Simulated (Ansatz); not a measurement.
Cell and atoms:

```xyz
6
Lattice="4.5797 0.0000 0.0000 0.0000 4.5852 0.0000 0.0000 0.0000 3.1624" Properties=species:S:1:pos:R:3 pbc="T T T"
Sn    0.0000    0.0000    0.0000
Sn    2.2898    2.2926    1.5812
O     1.3933    1.4044    0.0000
O     3.6831    0.8882    1.5812
O     0.8966    3.6971    1.5812
O     3.1864    3.1808    0.0000
```

**Work out the structure from the coordinates.**

The formula is SnO₂. Strictly the space group is Pnnm (No. 58, within 0.01 Å). It is a distorted form of a primitive tetragonal structure, space group P4_2/mnm (No. 136) within 0.25 Å: rutile. Counting shared atoms by their share gives 2 Sn, 4 O, or 6 atoms. Each Sn atom is coordinated by six O in a distorted octahedral arrangement at 1.98 to 2.02 Å. The O atoms are each bonded to three Sn at 1.98 to 2.02 Å. The bonds build a three-dimensional framework.

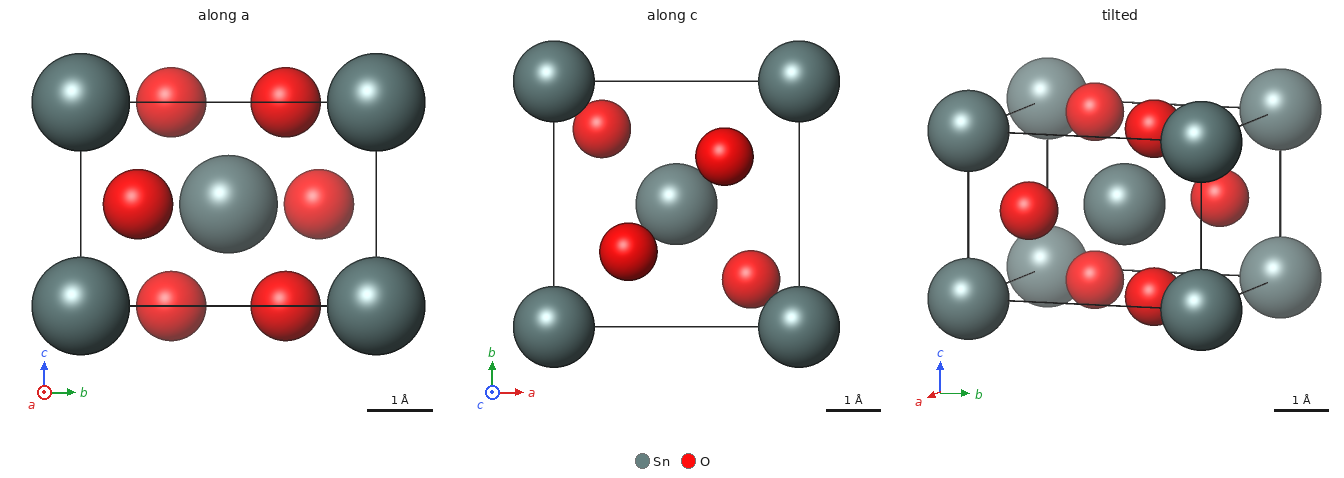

The structure above is drawn in spheres-only style and viewed along the a axis, along the c axis and slightly off an axis. Thin lines show the unit cell, with boundary atoms drawn in all their periodic places. Colours: tin teal, oxygen red.

It derives from a structure listed in the Materials Project. It was relaxed at fixed volume with DFT PBE, scalar-relativistic, plane waves, PAW in Ansatz 0.2.0.

At this level of theory the cell isn't at rest (compressed, at 30 GPa), so its distances can differ from those at equilibrium, the more so the softer the solid.
